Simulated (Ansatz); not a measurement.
This input was run:

```yaml
crystal:
  lattice:
    - [1.58, 0.9122134253, 6.15]
    - [-1.58, 0.9122134253, 6.15]
    - [0.0, -1.8244268506, 6.15]
  atoms:
    - { symbol: Mo, position: [0.0, 0.0, 0.0] }
    - { symbol: S, position: [0.417, 0.417, 0.417] }
    - { symbol: S, position: [0.25, 0.25, 0.25] }
hamiltonian:
  xc: pbesol
  pseudopotentials: { kind: paw }
  hubbard: { sites: [{ species: Mo, l: d, u_eff: 3.0 }] }
kpoints:
  mp_grid: { grid: [10, 10, 10] }
scf:
  occupations: { method: fermi_dirac, width: 0.05 }
  n_extra_bands: 7
output:
  forces: true
  stress: true
  eigenvalues: true
  dos: { projected: true, de: 0.05, nscf_kmesh: { grid: [15, 15, 15] } }
```

System: MoS₂, space group R3m, 3 atoms in the primitive cell.

Ansatz 0.2.0; PBEsol, Mo d U = 3 eV, Ansatz PAW, no spin polarisation, no spin-orbit coupling, 10×10×10 k mesh in the self-consistent step, 420 eV cutoff.

What does the calculation give for the electronic structure?

There is a gap; over the k points computed it is 0.97 eV. By projected weight, the top eV of the valence band is Mo (54 %) and S (46 %); the bottom eV of the conduction band is Mo (68 %) and S (32 %).

The density of states comes from the program's own step for it, whose mesh and broadening can differ from those of the self-consistent step. Spin-orbit coupling is left out, which matters for Mo. The PAW data sets were made with another functional.

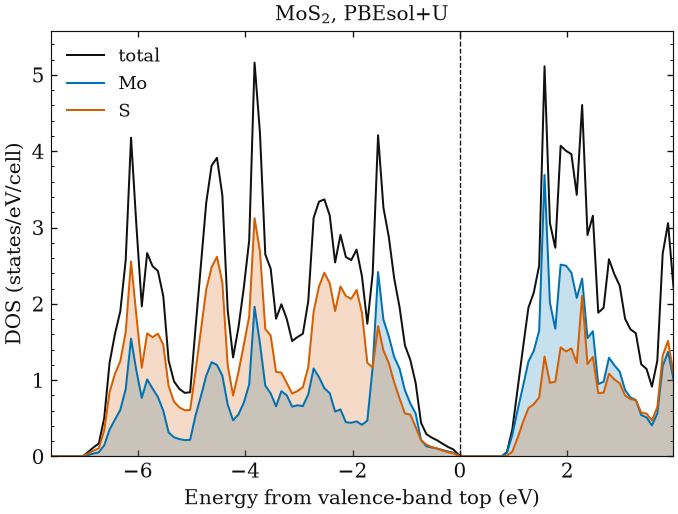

Density of states. Energies are counted from the top of the valence band. The partial curves are projected on Löwdin-orthogonalised atomic shells.
